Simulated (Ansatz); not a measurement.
System: H₂O₃, space group Pn-3m (No. 224) (one of a set of cubic test structures, which need not be the stable phase).

Computed with Ansatz 0.2.0 development build: equation of state of a cubic crystal from periodic Kohn-Sham density functional theory without spin, third-order Birch-Murnaghan fit to the free energies; pressure corrected for the finite basis. Level: PBE.

structure type cubic X2O3; atoms in cell 10; space group number 224; lattice centring simple cubic; k mesh 28×28×28; occupation method Fermi–Dirac; occupation width 0.06123 eV; wave cutoff 420 eV; datasets soft-1 PAW; density tolerance 1e−07 eV; bands 30; density cutoff ratio 4; search for lower states default.

Describe the result: the energy above the lowest point and pressure against volume. The volume takes the values 5.8129, 5.9366, 6.0603, 6.1840, 6.3077, 6.4313, 6.5550 Å³/atom.

A third-order Birch–Murnaghan fit gives V0 = 6.19 Å³/atom, B0 = 156 GPa and B′ = 4.2. The energy above the lowest point is 12.3 meV/atom at volume 5.8129 Å³/atom and 9.6 meV/atom at 6.5550 Å³/atom; the lowest computed point is at volume 6.1840 Å³/atom (0.0 meV/atom). The pressure falls from 11.1 GPa at volume 5.8129 Å³/atom to −8.0 GPa at 6.5550 Å³/atom, and changes sign near 6.19 Å³/atom.

| volume (Å³/atom) | energy above the lowest point (meV/atom) | pressure (GPa) |
| --- | --- | --- |
| 5.8129 | 12.3 | 11.1 |
| 5.9366 | 5.3 | 7.0 |
| 6.0603 | 1.3 | 3.4 |
| 6.1840 | 0.0 | 0.1 |
| 6.3077 | 1.1 | −2.9 |
| 6.4313 | 4.4 | −5.5 |
| 6.5550 | 9.6 | −8.0 |

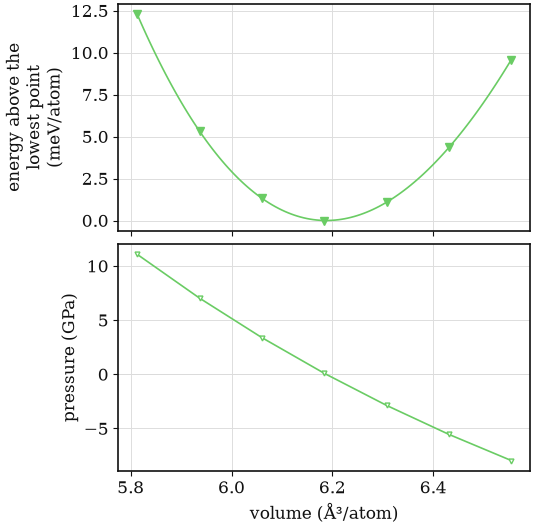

Caveats: cubic model structure, not the ambient form.
